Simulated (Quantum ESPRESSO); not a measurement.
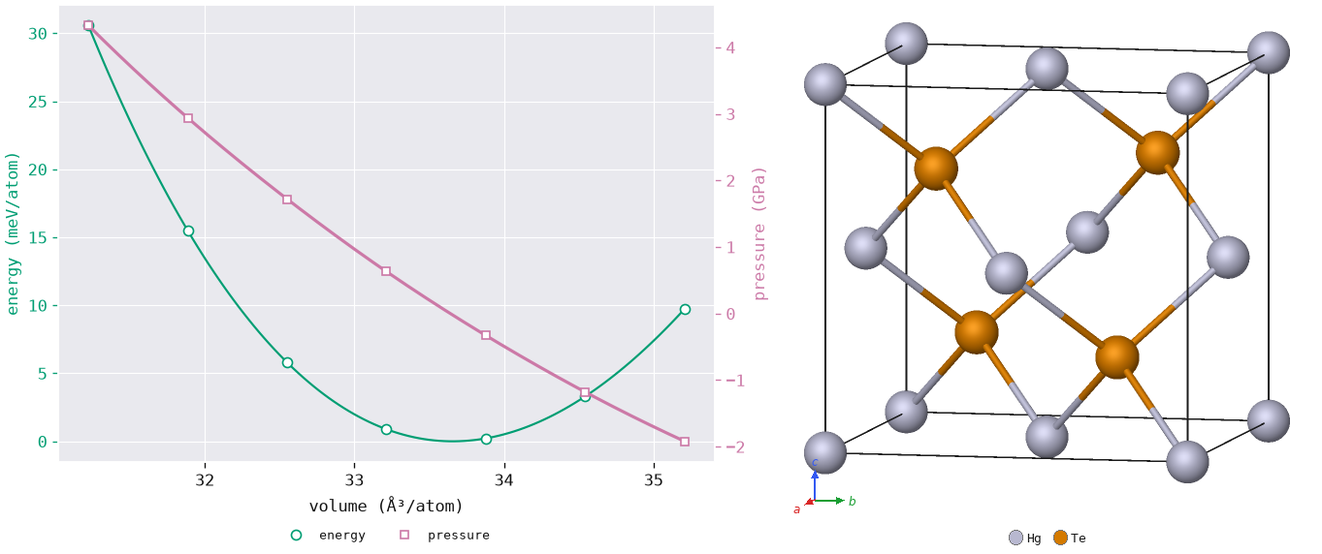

Caption: Energy and pressure against volume for HgTe, space group F-43m (No. 216). The conventional cell is drawn beside the plot.

A third-order Birch–Murnaghan fit gives V0 = 33.66 Å³/atom, B0 = 47.8 GPa and B′ = 5.1. The energy is 30.58 meV/atom at volume 31.22 Å³/atom and 9.72 meV/atom at 35.21 Å³/atom; the lowest computed point is at volume 33.88 Å³/atom (0.20 meV/atom), and no other minimum shows. The pressure falls from 4.33 GPa at volume 31.22 Å³/atom to −1.92 GPa at 35.21 Å³/atom, and changes sign near 33.65 Å³/atom.

Calculation (Quantum ESPRESSO 7.5): plane-wave DFT, no spin polarisation; energies at scaled volumes of the given cell, shape and fractions fixed, counted from the fit's minimum, third-order Birch-Murnaghan fit. Level: LDA.

k mesh 7×7×7; occupations Fermi–Dirac; smearing width 0.05 eV; potentials GBRV 1.5 LDA; wave cutoff 612.3 eV; density cutoff 4898 eV.

Cell as given: a = 4.546 Å, b = 4.546 Å, c = 4.546 Å, α = 60.00°, β = 60.00°, γ = 60.00°; 2 atoms.

Note: spin-orbit coupling left out, heavy elements.
